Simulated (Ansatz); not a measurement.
## Energy of P along an even scaling of the cell

System: P (Pm-3m, 1 atom in the cell).
Method: DFT, revPBE, plane waves (420 eV) with PAW, scalar-relativistic, no spin polarisation (Ansatz 0.2.0).

The 5 runs differ only in the geometry, by an even scaling of the cell at fixed fractional positions.

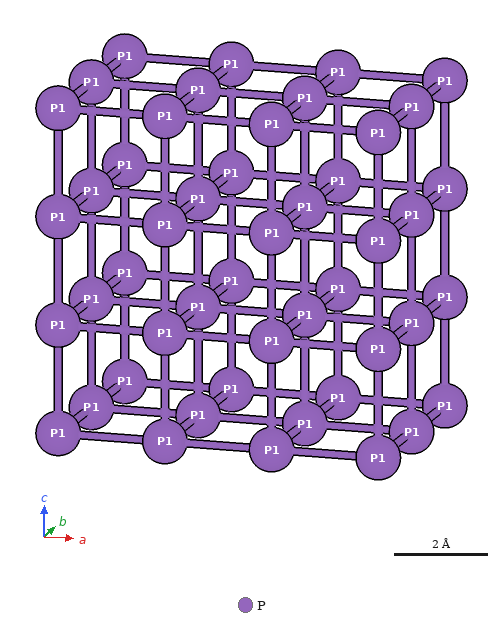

Figure 1. The structure of run 3 (ball-and-stick view of the cell of the calculation, repeated 3 × 2 × 3, seen slightly off an axis; atoms are numbered from 1 in the order of the input).

### Input of run 3
```yaml
crystal:
  lattice:
    - [2.4196212872, 0.0, 0.0]
    - [0.0, 2.4196212872, 0.0]
    - [0.0, 0.0, 2.4196212872]
  atoms:
    - { symbol: P, position: [0.0, 0.0, 0.0] }
hamiltonian:
  xc: revpbe
  pseudopotentials:
    kind: paw
    azcp:
      P: "pseudopotentials/P.paw.azcp"
basis:
  ecutwfc: 420
  fft_grid_basis: typed
kpoints:
  mp_grid: { grid: [14, 14, 14], shift: [0, 0, 0] }
magnetization:
  spin_polarized: false
scf:
  occupations: { method: fermi_dirac, width: 0.1 }
  lower_state_search: "off"
output:
  stress: true
```

Lattice vectors (Å) and fractional positions of run 3:
```
   2.419621    0.000000    0.000000
   0.000000    2.419621    0.000000
   0.000000    0.000000    2.419621
P   0.000000  0.000000  0.000000
```

Run 2 differs from it as follows:
```diff
-    - [2.4196212872, 0.0, 0.0]
-    - [0.0, 2.4196212872, 0.0]
-    - [0.0, 0.0, 2.4196212872]
+    - [2.3855375741, 0.0, 0.0]
+    - [0.0, 2.3855375741, 0.0]
+    - [0.0, 0.0, 2.3855375741]
```

### Results, with one run withheld

| run | volume per atom (Å³) | free energy per atom, from the lowest run given (meV) | pressure (GPa) |
| --- | --- | --- | --- |
| 1 | 12.985 | 96.61 | 19.85 |
| 2 | 13.576 | ? | ? |
| 3 | 14.166 | 7.69 | 5.53 |
| 4 | 15.346 | 0.00 | −2.89 |
| 5 | 16.527 | 45.50 | −9.03 |

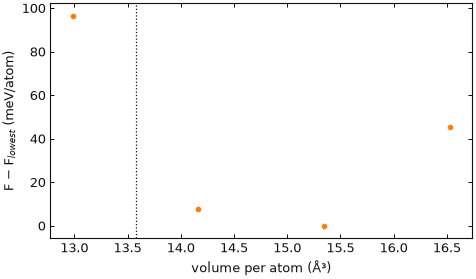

Figure 2. Free energy per atom of the runs given; the dotted line marks run 2.

Estimate the energy of run 2 from the others.

A quadratic polynomial in V^(−2/3) (the Birch–Murnaghan form), fitted to the 4 runs given, misses them by at most 0.25 meV per atom. With x = V^(−2/3) − 0.16697 Å⁻², it reads F = −3.4816 + 1408.5 x + 4.0705e+05 x² (meV per atom). At run 2 it gives 40.00 meV per atom, and the run itself gives 38.94. The slope of the fit gives a pressure −dF/dV of 11.79 GPa there, and the run prints 11.75 GPa. The fit has its minimum at 14.888 Å³ per atom, where V d²F/dV² gives 106 GPa: the bulk modulus at this level, since symmetry fixes the shape and the positions. So low a polynomial doesn't follow these energies more closely.

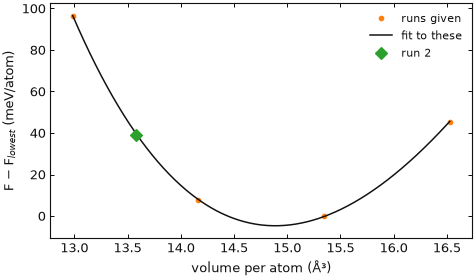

Figure 3. The fit and the withheld run.

### Output, shortened to warnings, some set-up lines, iterations and results (run 2)
```
Basis set: ecut = 420 eV, 251 PW (Γ)
Symmetry: 48 space group operations
k-points: 120 of 2744
Initial density: superposition of atomic densities (neutral atoms: chi_scale 0, normalization atom), corrected by the library's trained network
[...]
SCF iter   1: F=—  HF=-757.833004 eV  |F-HF|=—  |Δ(HF+E_count)|=         —  Δρ=3.76e-3  dr2=9.21e-4  ethr=1.77e-3  ⟨swp⟩=5.9  Hψ=7618  notcnv=0
SCF iter   2: F=—  HF=-757.833082 eV  |F-HF|=—  |Δ(HF+E_count)|=   7.72e-5  Δρ=1.86e-3  dr2=2.16e-4  ethr=1.84e-5  ⟨swp⟩=1.5  Hψ=1893  notcnv=0
SCF iter   3: F=—  HF=-757.833130 eV  |F-HF|=—  |Δ(HF+E_count)|=   4.85e-5  Δρ=1.53e-4  dr2=3.62e-6  ethr=4.32e-6  ⟨swp⟩=1.5  Hψ=887  notcnv=0
SCF iter   4: F=—  HF=-757.833129 eV  |F-HF|=—  |Δ(HF+E_count)|=   1.48e-6  Δρ=6.01e-5  dr2=5.54e-7  ethr=7.23e-8  ⟨swp⟩=1.8  Hψ=1022  notcnv=0
SCF iter   5: F=-757.833128 eV  HF=-757.833128 eV  |F-HF|=3.23e-9  |Δ(HF+E_count)|=   1.41e-7  Δρ=4.18e-6  dr2=1.06e-9  ethr=1.11e-8  ⟨swp⟩=2.0  Hψ=1109  notcnv=0
SCF iter   6: F=-757.833128 eV  HF=-757.833128 eV  |F-HF|=9.22e-11  |Δ(HF+E_count)|=   3.74e-9  Δρ=1.27e-6  dr2=2.71e-10  ethr=2.13e-11  ⟨swp⟩=1.2  Hψ=2338  notcnv=0
SCF 1 converged in 6 iterations: F = -757.833128 eV  dr2 = 2.71e-10
SCF converged after 6 iterations
Free energy (F): -757.833128 eV
Harris-Foulkes:  -757.833128 eV  (|F-HF|=9.22e-11)
Internal energy: -757.821850 eV  (E = F + TS)
E sigma→0 (E₀):  -757.827489 eV
Entropy (-TS):   -0.011279 eV (-11.279 meV/atom)
Fermi energy:    12.207930 eV
--- Per-component energies (eV) ---
  E_band       = 25.907781
  E_kinetic    = 73.334474
  E_local      = -20.668328  (includes V_loc(G=0)·N_el)
  E_nonlocal   = 32.872831
  E_hartree    = 5.088007
  E_xc         = -62.886106
  E_vxc        = -62.662127  (∫ρ·V_xc dr)
  E_paw        = -571.457168  (= ΣΔE_a)
  E_vpaw       = -7.145154  (= ΣTr[D̂ρ^β])
  E_aug_tail   = 0.000003  (compensation charges beyond the density's cutoff)
  E_ewald      = -214.082133
  E_core_change = -0.023431  (= ΣΔE_core)
  E_smearing   = -0.011279  (= −TS)
  E_closure    = 0.000000  (closes the sum)
  Σ components = -757.833128   (vs F -757.833128, Δ=0.00e0)
--- Stress (GPa, compression-positive) ---
       11.753698       0.000000       0.000000
       -0.000000      11.753698       0.000000
        0.000000       0.000000      11.753698
  P = ⅓ Tr σ = 11.7537 GPa (117.537 kbar)
```
